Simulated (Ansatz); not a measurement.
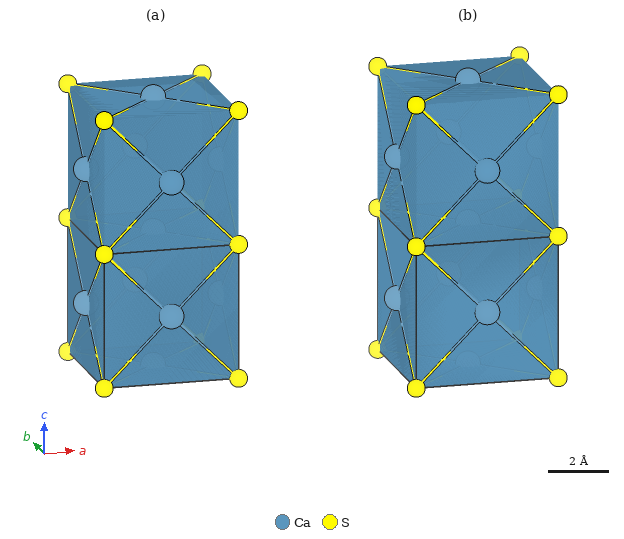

The structure of a crystal of Ca3S (built on the Cu3Au (L1_2)_221 type) before (left) and after (right) a relaxation, at one scale.

Style: polyhedral. Shown: the cell of the calculation, repeated 1 × 1 × 2 with one cell outlined, slightly off an axis.

Case: Cu3Au (L1_2) type (Pm-3m, No. 221).

The calculation used DFT r2SCAN, scalar-relativistic, plane waves, PAW in Ansatz.

The input:
```yaml
crystal:
  lattice:
    - [4.6919942986, 0.0, 0.0]
    - [0.0, 4.6919942986, 0.0]
    - [0.0, 0.0, 4.6919942986]
  atoms:
    - { symbol: Ca, position: [0.0, 0.5, 0.5] }
    - { symbol: Ca, position: [0.5, 0.0, 0.5] }
    - { symbol: Ca, position: [0.5, 0.5, 0.0] }
    - { symbol: S, position: [0.0, 0.0, 0.0] }
basis:
  ecutwfc: 500
kpoints:
  mp_grid: { grid: [10, 10, 10] }
hamiltonian:
  xc: r2scan
scf:
  occupations: { method: gaussian, width: 0.1 }
output:
  forces: true
  stress: true
  eigenvalues: true
relax:
  adjacent_minimum: "off"
  f_tol: 0.01
  max_steps: 80
  cell: { stress_tol: 0.05 }
```

Run as
```bash
ansatz run input.yaml --threads 1 --pin off --max-ram 2560MiB --backend cpu --events-out ev --progress --plain --runs-dir out
```

What changed between the two?

Answer. After 2 accepted moves (3 points after the start) the energy has fallen by 47.2 meV per atom. All forces vanish by symmetry, so only the cell relaxes. Pressure: 3.43 GPa at the start and −0.01 GPa at the end. The SCF was repeated once at an unchanged geometry on a basis and grid sized afresh for the cell, which shifted the energy by 0.7 meV per atom at most. The atoms keep their places relative to the cell (all moves are under 0.005 Å). The drawn cell changes as follows: a = b = c 4.692 → 4.960 Å (+5.7 %); the volume changes by +18.2 %. Among the contacts that change: Ca1–Ca2 3.318 → 3.507 Å, Ca1–S4 3.318 → 3.507 Å. The space group stays Pm-3m (No. 221).
